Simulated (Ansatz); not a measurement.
**Band-structure calculation of Sc$_{5}$AlN$_{6}$**

System: Sc$_{5}$AlN$_{6}$ (P-3m1, 12 atoms in the cell).
Method: DFT LDA, scalar-relativistic, plane waves, PAW, no spin polarisation (Ansatz 0.2.0).

The structure was made by a generator, so it may or may not be a known phase. Figures and captions count atoms from 1; the log counts them from 0 in places.

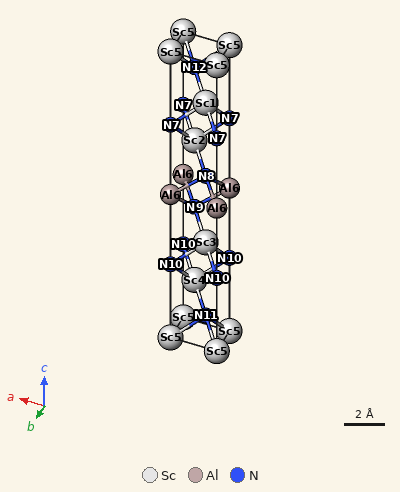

Fig. 1: The input geometry (ball-and-stick view of the cell of the calculation, seen at an oblique angle; atoms are numbered from 1 in the order of the input). An atom can appear more than once, as a periodic image.

The input
```yaml
crystal:
  lattice:
    - [3.1471206067, 0.0, 0.0]
    - [-1.5735603034, 2.7254863942, 0.0]
    - [0.0, 0.0, 15.361785]
  atoms:
    - { symbol: Sc, position: [0.3333333333, 0.6666666667, 0.82948] }
    - { symbol: Sc, position: [0.6666666667, 0.3333333333, 0.658743] }
    - { symbol: Sc, position: [0.3333333333, 0.6666666667, 0.341257] }
    - { symbol: Sc, position: [0.6666666667, 0.3333333333, 0.17052] }
    - { symbol: Sc, position: [0.0, 0.0, 0.0] }
    - { symbol: Al, position: [0.0, 0.0, 0.5] }
    - { symbol: "N", position: [0.0, 0.0, 0.744159] }
    - { symbol: "N", position: [0.3333333333, 0.6666666667, 0.573677] }
    - { symbol: "N", position: [0.6666666667, 0.3333333333, 0.426323] }
    - { symbol: "N", position: [0.0, 0.0, 0.255841] }
    - { symbol: "N", position: [0.3333333333, 0.6666666667, 0.085274] }
    - { symbol: "N", position: [0.6666666667, 0.3333333333, 0.914726] }
basis:
  ecutwfc: 420
kpoints:
  mp_grid: { grid: [12, 12, 4] }
  band_path:
    path:
      - [[0.0, 0.0, 0.0], [0.5, 0.0, 0.0], [0.33333333, 0.33333333, 0.0], [0.0, 0.0, 0.0], [0.0, 0.0, 0.5], [0.5, 0.0, 0.5], [0.33333333, 0.33333333, 0.5], [0.0, 0.0, 0.5]]
      - [[0.5, 0.0, 0.5], [0.5, 0.0, 0.0]]
      - [[0.33333333, 0.33333333, 0.5], [0.33333333, 0.33333333, 0.0]]
    npoints: 10
hamiltonian:
  xc: lda
scf:
  occupations: { method: gaussian, width: 0.01 }
  n_extra_bands: 30
output:
  forces: true
  stress: true
  eigenvalues: true
  populations: true
  dos: { projected: true, de: 0.02, nscf_kmesh: { grid: [15, 15, 5] } }
  bader: false
  write_density: true
  write_potential: true
  elf: true
  volumetric_format: npy
```

Run as:
```bash
ansatz run input.yaml --threads 4 --pin off --max-ram 8192MiB --backend cpu --events-out ev --progress --plain --runs-dir out
```

Log
```
scf.n_extra_bands = 30 over 44 filled bands (N_el = 88.0): the run solves 74 bands
Engine: ansatz 0.2.0, aarch64-unknown-linux-gnu
Pseudopotentials: kind: paw
Pseudopotential: Sc, paw, valence charge 11, recommended cutoff 420 eV (normal), Sc.paw.azcp
Pseudopotential: Al, paw, valence charge 3, recommended cutoff 420 eV (normal), Al.paw.azcp
Pseudopotential: N, paw, valence charge 5, recommended cutoff 420 eV (normal), N.paw.azcp
Functional definition: SPW92
  exchange = slater_x
  correlation = pw_c
Crystal: 12 atoms, lattice volume = 131.765 Å³
Basis set: ecut = 420 eV, 2547 PW (Γ)
Bands: 74, of which v1, the nominal top of the filled ones, is band 44 counted from 1 (43 counted from 0)
Symmetry: 12 space group operations
Space group: P-3m1 (ITA 164), of the structure as read, at distance tolerance 5.1e-5 Å
k-points: 69 of 576
Non-local potential: Sc, projectors of the file, l = 0: 3, l = 1: 2, l = 2: 3, l = 3: 1
Non-local potential: Al, projectors of the file, l = 0: 2, l = 1: 2, l = 2: 1
Non-local potential: N, projectors of the file, l = 0: 2, l = 1: 2, l = 2: 1
PAW form: soft (Blöchl's): semilocal exchange-correlation on the pseudo side does not see the compensation charge
PAW frozen core: Sc, regenerated for the run's functional, and the local potential with it (the file was generated under x = pbe(κ = 0.804, μ = 0.2195149727645171), c = pbe(β = 0.06672455060314922))
PAW frozen core: Al, regenerated for the run's functional, and the local potential with it (the file was generated under x = pbe(κ = 0.804, μ = 0.2195149727645171), c = pbe(β = 0.06672455060314922))
PAW frozen core: N, regenerated for the run's functional, and the local potential with it (the file was generated under x = pbe(κ = 0.804, μ = 0.2195149727645171), c = pbe(β = 0.06672455060314922))
PAW one-centre angular grid: Sc, 590 points (default); XC on 64 Gauss nodes
PAW one-centre angular grid: Al, 110 points (default); XC on 64 Gauss nodes
PAW one-centre angular grid: N, 110 points (default); XC on 64 Gauss nodes
Initial density: superposition of atomic densities (neutral atoms: chi_scale 0, normalization atom), corrected by the library's trained network
Initial wavefunctions: pseudopotential atomic-orbital guess
Functional: x = slater, c = lda
SCF iter   1: F=—  HF=-13224.894737 eV  |F-HF|=—  |Δ(HF+E_count)|=         —  Δρ=1.17e-2  dr2=2.58e-1  ethr=1.77e-3  ⟨swp⟩=5.1  Hψ=18504  notcnv=0  defer=495
preconditioner: auto → Resta (q_TF=auto, 2.551 Å⁻¹)  ε∞=3.3  [insulator: Δε(μ)=0.017 eV  Ē_g=18.952 eV  σ=0.010 eV  W_gap=0.63  n_scr=42 (ndim 8)  ℏωp=28.6 eV  f_vac=0.000  D(μ)=0.60/eV (n_scr^D=4)  ε∞_Penn≈3.3]
SCF iter   2: F=—  HF=-13224.851503 eV  |F-HF|=—  |Δ(HF+E_count)|=   4.32e-2  Δρ=5.30e-3  dr2=5.61e-2  ethr=2.94e-4  ⟨swp⟩=2.0  Hψ=6330  notcnv=0  defer=1674
SCF iter   3: F=—  HF=-13224.841113 eV  |F-HF|=—  |Δ(HF+E_count)|=   1.04e-2  Δρ=9.75e-4  dr2=1.84e-3  ethr=6.38e-5  ⟨swp⟩=2.0  Hψ=4969  notcnv=0  defer=1674
SCF iter   4: F=—  HF=-13224.840645 eV  |F-HF|=—  |Δ(HF+E_count)|=   4.67e-4  Δρ=1.45e-4  dr2=2.63e-5  ethr=2.09e-6  ⟨swp⟩=2.0  Hψ=4993  notcnv=0  defer=1674
SCF iter   5: F=—  HF=-13224.840637 eV  |F-HF|=—  |Δ(HF+E_count)|=   8.71e-6  Δρ=3.43e-5  dr2=1.44e-6  ethr=2.99e-8  ⟨swp⟩=2.4  Hψ=7544  notcnv=0  defer=1674
SCF iter   6: F=-13224.840636 eV  HF=-13224.840636 eV  |F-HF|=2.92e-8  |Δ(HF+E_count)|=   4.25e-7  Δρ=6.64e-6  dr2=5.13e-8  ethr=1.14e-10  ⟨swp⟩=14.0  Hψ=32319  notcnv=0
SCF 1 converged in 6 iterations: F = -13224.840636 eV  dr2 = 5.13e-8
  greatest PAW one-centre occupation: 0.998 electrons in one spin orbital (limit 2), on the Sc atom at site 2 (counted from 0), in its partial waves of l = 0
```

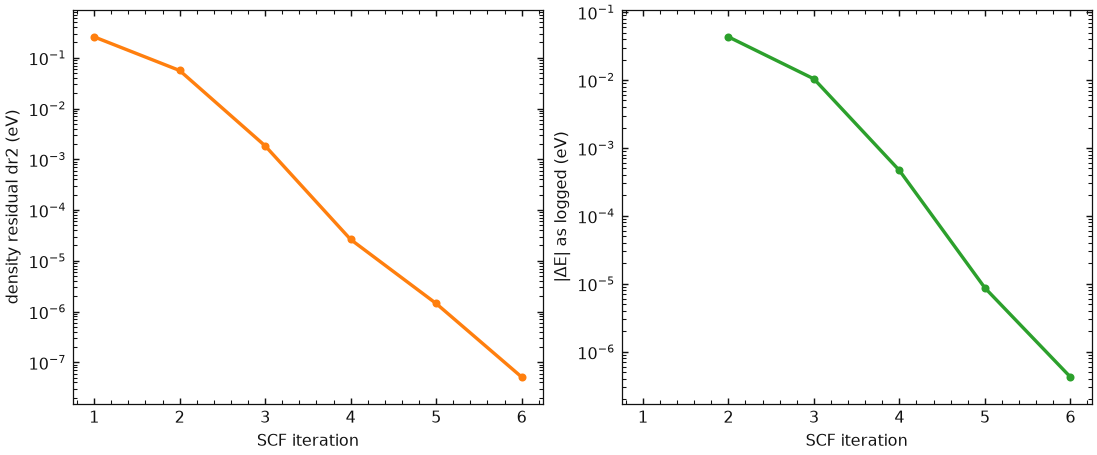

Fig. 2: Convergence of the self-consistent field: density residual dr2 and size of the energy change against the SCF iteration. The residual falls at every step.

```
NSCF: frozen V_eff on 93 k-points
NSCF: frozen V_eff on 119 k-points
SCF converged after 6 iterations
Free energy (F): -13224.840636 eV
Harris-Foulkes:  -13224.840636 eV  (|F-HF|=2.92e-8)
Internal energy: -13224.840633 eV  (E = F + TS)
E sigma→0 (E₀):  -13224.840635 eV
Entropy (-TS):   -0.000003 eV (-0.000 meV/atom)
Fermi energy:    12.044510 eV
--- Per-component energies (eV) ---
  E_band       = -471.999889
  E_kinetic    = 2125.314716
  E_local      = -4919.586896  (includes V_loc(G=0)·N_el)
  E_nonlocal   = 704.504357
  E_hartree    = 1731.674881
  E_xc         = -925.185691
  E_vxc        = -1145.790622  (∫ρ·V_xc dr)
  E_paw        = -5694.508888  (= ΣΔE_a)
  E_vpaw       = -699.790674  (= ΣTr[D̂ρ^β])
  E_aug_tail   = 0.000559  (compensation charges beyond the density's cutoff)
  E_ewald      = -6249.114266
  E_core_change = 2.060595  (= ΣΔE_core)
  E_smearing   = -0.000003  (= −TS)
  E_closure    = 0.000000  (closes the sum)
  Σ components = -13224.840636   (vs F -13224.840636, Δ=0.00e0)
--- Forces (eV/Å), atoms counted from 1 ---
  atom   1  Sc    -0.00000000    -0.00000000    -0.00127510
  atom   2  Sc    -0.00000000    -0.00000000     0.01036987
  atom   3  Sc     0.00000000     0.00000000    -0.01036987
  atom   4  Sc     0.00000000     0.00000000     0.00127510
  atom   5  Sc    -0.00000000    -0.00000000     0.00000000
  atom   6  Al     0.00000000     0.00000000     0.00000000
  atom   7  N     -0.00000000    -0.00000000     0.00468101
  atom   8  N      0.00000000     0.00000000     0.12369007
  atom   9  N     -0.00000000    -0.00000000    -0.12369007
  atom  10  N      0.00000000     0.00000000    -0.00468101
  atom  11  N      0.00000000     0.00000000    -0.00217453
  atom  12  N     -0.00000000    -0.00000000     0.00217453
  max |Σ_I F_I| component: 1.96e-17 eV/Å
--- Stress (GPa, compression-positive) ---
      -11.358485       0.000000       0.000000
        0.000000     -11.358485       0.000000
        0.000000       0.000000     -11.448048
  P = ⅓ Tr σ = -11.3883 GPa (-113.883 kbar)
--- Band table (eV; the first three rows and the last of 69) ---
  k-point 0: bands = ["-35.8027", "-35.8025", "-35.6615", "-35.6297", "-35.5914", "-15.0436", "-14.9865", "-14.8028", "-14.5857", "-14.4960", "-14.4960", "-14.4959", "-14.4959", "-14.3916", "-14.3526", "-14.3526", "-14.3379", "-14.3379", "-14.3149", "-14.3149", "-2.9727", "-1.6982", "-1.6311", "-0.7723", "-0.6006", "0.0154", "6.5432", "7.6740", "7.9256", "9.4230", "9.4230", "9.7386", "9.7386", "10.0181", "10.0181", "10.1443", "10.3169", "10.8217", "10.8217", "11.2403", "11.2403", "11.9103", "11.9103", "12.0304", "14.3419", "14.5262", "14.5262", "14.7260", "14.8903", "14.8903", "15.3208", "15.3208", "15.3210", "15.6193", "15.9391", "15.9391", "15.9928", "15.9928", "16.4587", "16.4587", "16.5269", "16.7594", "16.7594", "16.7827", "17.7307", "17.8567", "17.8567", "18.5660", "18.8252", "18.8252", "19.2605", "19.7658", "19.7658", "19.9133"]
  k-point 1: bands = ["-35.8027", "-35.8025", "-35.6615", "-35.6297", "-35.5914", "-15.0451", "-14.9838", "-14.8048", "-14.5845", "-14.4960", "-14.4960", "-14.4959", "-14.4959", "-14.3920", "-14.3526", "-14.3526", "-14.3379", "-14.3379", "-14.3149", "-14.3149", "-2.9717", "-1.7983", "-1.4656", "-0.9663", "-0.4361", "-0.0220", "6.5964", "7.3591", "8.3432", "9.4392", "9.4392", "9.5788", "9.6756", "9.6756", "10.1104", "10.1104", "10.7035", "10.7035", "10.8645", "11.3528", "11.3528", "11.8679", "11.8679", "11.8690", "14.3857", "14.5435", "14.5435", "14.7397", "14.8610", "14.8610", "15.1871", "15.3433", "15.3433", "15.7888", "15.9130", "15.9130", "16.0072", "16.0072", "16.4598", "16.4598", "16.4643", "16.7425", "16.7763", "16.7763", "17.7804", "17.8139", "17.8139", "18.5400", "18.8771", "18.8771", "19.2861", "19.7398", "19.7398", "19.8633"]
  k-point 2: bands = ["-35.8026", "-35.8026", "-35.6615", "-35.6297", "-35.5914", "-15.0466", "-14.9812", "-14.8068", "-14.5834", "-14.4961", "-14.4961", "-14.4959", "-14.4959", "-14.3923", "-14.3526", "-14.3526", "-14.3379", "-14.3379", "-14.3149", "-14.3149", "-2.9706", "-1.8432", "-1.2483", "-1.2038", "-0.3160", "-0.0784", "6.6708", "7.1639", "8.8433", "9.0354", "9.4619", "9.4619", "9.6206", "9.6206", "10.2085", "10.2085", "10.5870", "10.5870", "11.3446", "11.4581", "11.4581", "11.5298", "11.8111", "11.8111", "14.4298", "14.5633", "14.5633", "14.7630", "14.8309", "14.8309", "15.0827", "15.3626", "15.3626", "15.9186", "15.9186", "15.9555", "15.9863", "15.9863", "16.3477", "16.4690", "16.4690", "16.7242", "16.7908", "16.7908", "17.7731", "17.7731", "17.8219", "18.5213", "18.9290", "18.9290", "19.3017", "19.7116", "19.7116", "19.8488"]
  k-point 68: bands = ["-35.7142", "-35.7142", "-35.5480", "-35.5480", "-35.5383", "-14.9183", "-14.9118", "-14.9083", "-14.9083", "-14.8403", "-14.8403", "-14.7582", "-14.7359", "-14.7359", "-14.7017", "-14.6155", "-14.6155", "-14.4740", "-14.4740", "-14.4572", "-0.7187", "-0.7187", "-0.2795", "-0.2794", "-0.2614", "-0.2614", "6.1515", "7.5504", "7.5504", "7.9639", "8.3167", "8.3167", "8.3256", "8.8425", "8.8425", "9.2318", "9.2482", "9.2482", "9.5662", "9.6069", "9.6386", "9.6386", "10.4657", "10.4657", "15.2926", "15.3589", "15.3891", "15.3891", "15.7137", "15.7137", "16.2606", "16.2606", "16.2703", "16.4833", "16.6446", "16.6446", "17.1269", "17.1289", "17.1289", "17.3648", "18.0888", "18.2424", "18.2424", "18.5582", "18.5582", "18.8875", "19.0982", "19.2818", "19.2818", "20.5491", "22.0948", "22.0948", "22.5988", "22.8851"]
--- Löwdin populations: 12 sites ---
  site symbol       q [e]
     0     Sc     10.1403
     1     Sc     10.0905
     2     Sc     10.0905
     3     Sc     10.1403
     4     Sc     10.1435
     5     Al      2.1283
     6      N      5.7985
     7      N      5.8570
     8      N      5.8570
     9      N      5.7985
    10      N      5.8017
    11      N      5.8017
  spilling = 0.004002 (of n_electrons = 88.000000)
```

File populations.tsv
```
# site	symbol	l	j	q
# orbitals = lowdin
# n_electrons = 88.000000
# spilling = 0.004002
0	Sc	0_3S	-	1.944295
0	Sc	0_4S	-	0.420040
0	Sc	1_3P	-	5.986735
0	Sc	2_3D	-	1.789268
1	Sc	0_3S	-	1.934703
1	Sc	0_4S	-	0.401761
1	Sc	1_3P	-	5.984702
1	Sc	2_3D	-	1.769315
2	Sc	0_3S	-	1.934703
2	Sc	0_4S	-	0.401761
2	Sc	1_3P	-	5.984702
2	Sc	2_3D	-	1.769315
3	Sc	0_3S	-	1.944295
3	Sc	0_4S	-	0.420040
3	Sc	1_3P	-	5.986735
3	Sc	2_3D	-	1.789268
4	Sc	0_3S	-	1.944459
4	Sc	0_4S	-	0.421397
4	Sc	1_3P	-	5.986730
4	Sc	2_3D	-	1.790952
5	Al	0_3S	-	0.582545
5	Al	1_3P	-	1.545803
6	N	0_2S	-	1.538721
6	N	1_2P	-	4.259758
7	N	0_2S	-	1.487581
7	N	1_2P	-	4.369420
8	N	0_2S	-	1.487581
8	N	1_2P	-	4.369420
9	N	0_2S	-	1.538721
9	N	1_2P	-	4.259758
10	N	0_2S	-	1.540511
10	N	1_2P	-	4.261149
11	N	0_2S	-	1.540511
11	N	1_2P	-	4.261149
```

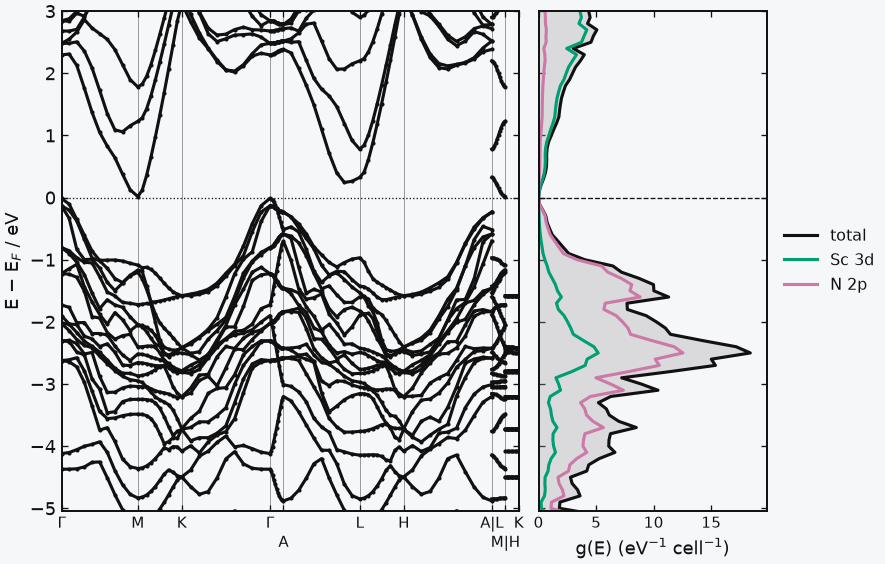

Fig. 3: Band structure along Γ–M–K–Γ–A–L–H–A|L–M|H–K and density of states (projected on Löwdin-orthogonalised atomic shells), with energies from the Fermi level.

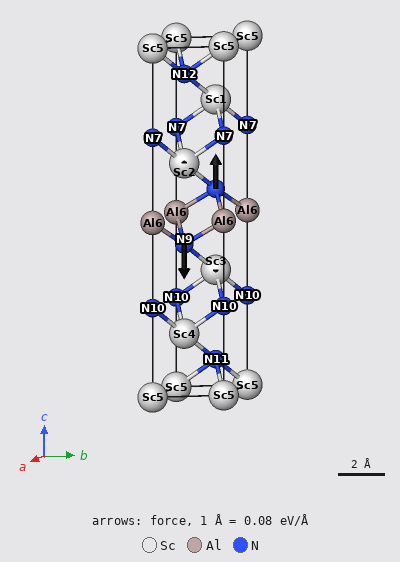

Fig. 4: Forces on the atoms as black arrows (ball-and-stick view of the cell of the calculation, seen slightly off an axis; atoms are numbered from 1 in the order of the input); the smallest are left out. The largest act on N8, N9 (0.12 eV/Å). The geometry is not a stationary point of this energy.

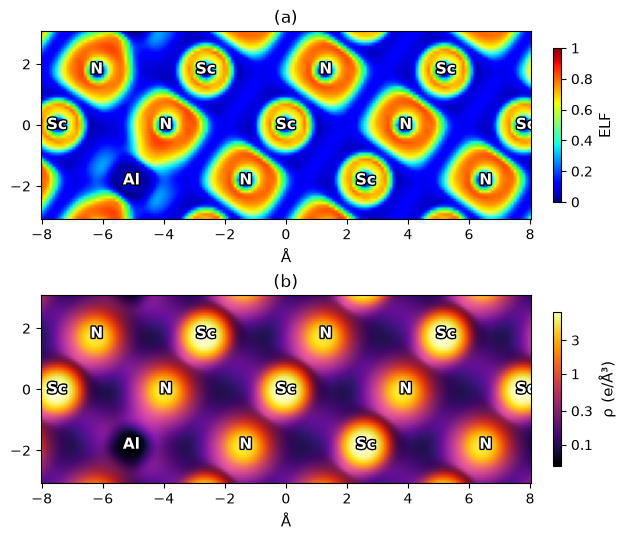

Fig. 5: (a) electron localisation function; (b) valence electron density on the (110) plane of the conventional cell. Atoms in the plane: Sc, Al and N. Al–N (2.14 Å): ρ is about 0.44 e/Å³ halfway; the ELF is about 0.80 at the midpoint. Sc–N (2.24 Å): ρ is about 0.41 e/Å³ halfway; the ELF is about 0.20 at the midpoint. Away from the nuclei the density in this plane falls to 0.08 e/Å³ at its lowest. The strong features right at Sc lie inside the PAW spheres (semicore, d or f shells) and say nothing about bonding. In a PAW calculation such maps are meaningful between the atoms, not at the nuclei.

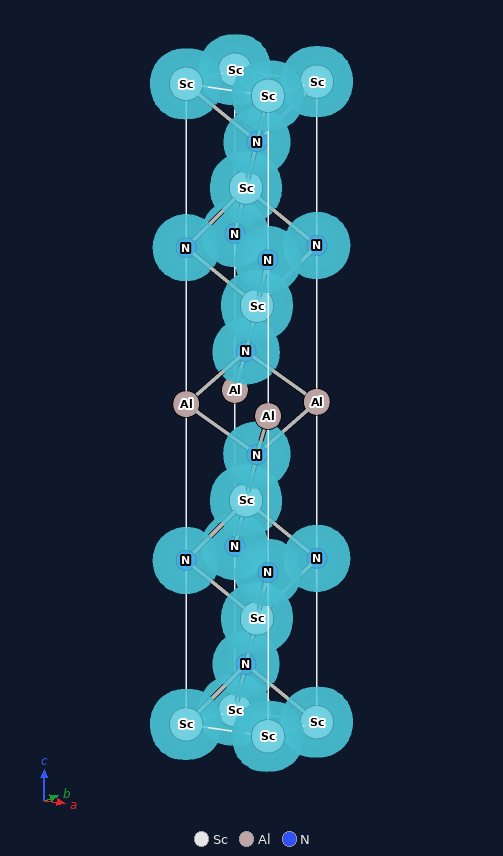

Fig. 6: Isosurface of the valence electron density at 0.8 e/Å³ (cyan), seen slightly off an axis. Sticks mark near contacts. The outline is the cell set on symmetry axes. At this value the density breaks into separate islands; it holds about 65 % of the electrons treated as valence (semicore included). It is pinched off along the Al–N (2.14 Å) and Sc–N (2.24 Å) contacts. On the grid the lowest density along these lines, outside the cores, is 0.33 e/Å³ (Al–N, 2.14 Å) and 0.41 e/Å³ (Sc–N, 2.24 Å).

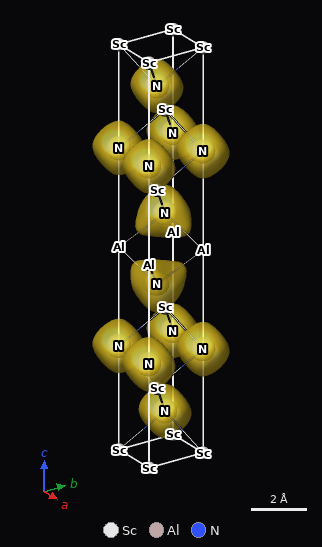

Fig. 7: Isosurface of the electron localisation function at 0.7 (yellow), seen slightly off an axis. Only the valence region is drawn (cores and ρ < 0.01 e/Å³ removed). Sticks mark near contacts. The outline is the cell set on symmetry axes. Profiles from the grid: Al–N (2.14 Å): the ELF is about 0.80 at the midpoint. Sc–N (2.24 Å): the ELF is about 0.20 at the midpoint.

Results in brief

- outcome: converged
- space group (tolerance 0.01 Å): P-3m1 (164)
- electrons treated: 88
- free energy: −13224.8406 eV
- Fermi energy: 12.045 eV
- gap on the k-point mesh: 0.03 eV
- gap on the band path: 0.03 eV
- pressure: −11.39 GPa
- largest force (length of the vector): 0.124 eV/Å
- hardware: 4 threads of Arm Neoverse V1, 24 GiB of memory available, shared host
- wall time: 34 s (CPU time 2.3 min)
- peak memory: 1.1 GiB

Notes

The cell is under a tension of 11.4 GPa at this level, so it is not at its equilibrium volume.
